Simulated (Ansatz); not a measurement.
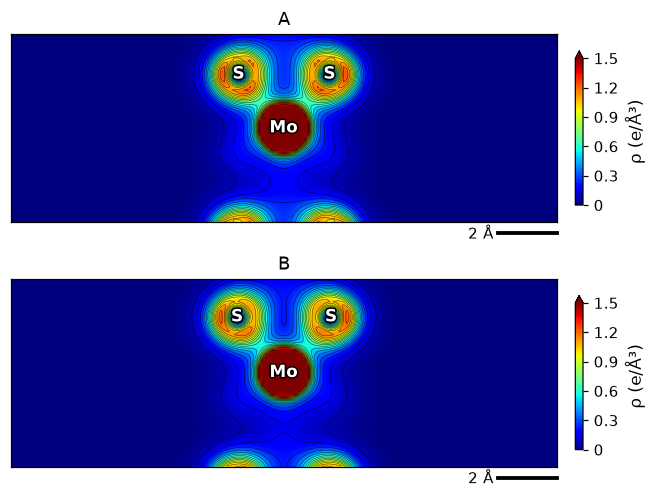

MoS2. The valence charge density (pseudo) of two cells that differ in size, on the (110) plane of each (indices in the axes of the calculation cell), at one length scale and on one colour scale; one has 48.7 and the other 53.8 Å³ an atom.

Level of theory: Kohn-Sham DFT of a periodic cell, PBEsol, Ansatz PAW in Ansatz 0.2.0.

The density is the valence pseudo-density of a PAW calculation; it isn't the true density close to the nuclei.

The larger cell:

```cif
data_structure
_symmetry_space_group_name_H-M 'P 1'
_symmetry_Int_Tables_number 1
_cell_length_a 3.2466
_cell_length_b 3.2466
_cell_length_c 17.6746
_cell_angle_alpha 90.000
_cell_angle_beta 90.000
_cell_angle_gamma 120.000
_cell_volume 161.34
loop_
_atom_site_label
_atom_site_type_symbol
_atom_site_fract_x
_atom_site_fract_y
_atom_site_fract_z
_atom_site_occupancy
Mo1 Mo 0.00000 0.00000 0.00000 1
S1 S 0.33333 0.66667 0.91051 1
S2 S 0.33333 0.66667 0.08949 1
```

The smaller cell: a = 3.141 Å, b = 3.141 Å, c = 17.100 Å, α = 90.00°, β = 90.00°, γ = 120.00°.

> Which is the denser cell? Describe the effect of the change.

Panel A is the smaller cell, by 9 % in volume. From the larger cell to the smaller, Mo–S goes from 2.45 to 2.37 Å, and the density at its midpoint from 0.56 to 0.64 e/Å³; the pressure goes from −3.7 to 1.1 GPa; the Kohn–Sham gap goes from 1.6 eV to 1.8 eV.
